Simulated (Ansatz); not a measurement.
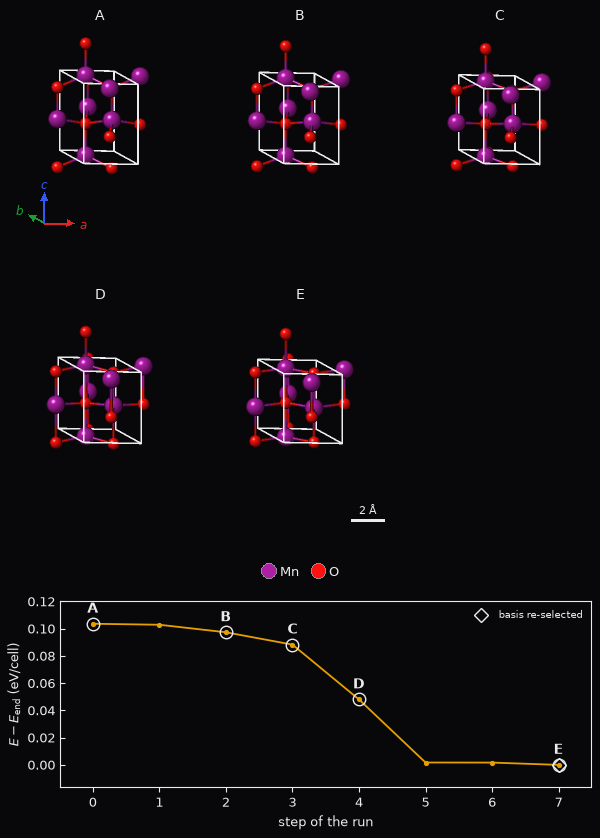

Frames of a relaxation of a crystal of MnO (set up in P6_3mc), marked on the history of the run. The picture is a ball-and-stick view of the cell of the calculation, seen from a free direction.

Case: volume × 0.94, shape and atoms relaxed.

Method: DFT r2SCAN, scalar-relativistic, plane waves, PAW (Ansatz). Set-up: plane-wave cutoff 500 eV; k-point mesh 12 × 12 × 8; occupations gaussian; smearing width 0.1 eV; collinear spin; cell relaxed at fixed volume; force threshold 0.01 eV/Å; at most 30 steps.

Describe the path.

Answer. Over 6 accepted moves (7 points after the start) the energy falls by 0.104 eV per cell of the calculation. The largest force component goes from 0.016 to 0.00021 eV/Å. Pressure: 8.63 GPa at the start and 1.09 GPa at the end. The SCF was repeated once at an unchanged geometry on a basis and grid sized afresh for the cell, which shifted the energy by 1.7 meV per cell of the calculation at most. The largest moves relative to the cell, 0.23 Å, are those of Mn and O atoms. By element the largest moves are Mn 0.23 Å, O 0.23 Å. The drawn cell changes at constant volume: a = b 3.377 → 3.643 Å (+7.9 %), c 5.150 → 4.427 Å (−14.0 %). Near-neighbour distances that change, for instance: Mn–O 3.100 → 2.214 Å, Mn–O 2.050 → 2.214 Å, Mn–O 2.019 → 2.103 Å. New bonds form, among them: Mn–O (3.10 → 2.21 Å). Bond angles that change, for instance: O–Mn–O 105.1° → 90.0°, Mn–O–Mn 105.1° → 90.0°, Mn–O–Mn 113.5° → 120.0°. The space group (tolerance 0.01 Å) goes from P6_3mc (No. 186) to P6_3/mmc (No. 194). The run may lie on a higher electronic state than the lowest, so the end point isn't shown to be the ground-state structure. From step 0 to 2: Mn and O atoms move most (0.04 Å), energy −6.3 meV per cell of the calculation. From step 2 to 3: Mn and O atoms move most (0.05 Å), energy −9.1 meV per cell of the calculation. From step 3 to 4: Mn and O atoms move most (0.07 Å), energy −40.3 meV per cell of the calculation. From step 4 to 7: Mn and O atoms move most (0.08 Å), energy −48.1 meV per cell of the calculation.

```csv
step,"E − E(0), meV/atom","largest force component, eV/Å","pressure, GPa",note
0,0.00,0.0164,8.63,
1,-0.18,0.0287,8.55,
2,-1.57,0.0756,7.44,
3,-3.83,0.1112,5.50,
4,-13.90,0.2026,2.48,
5,-25.48,0.0108,1.05,
6,-25.49,0.0002,1.05,
7,-25.91,0.0002,1.09,"same geometry, new basis"
```
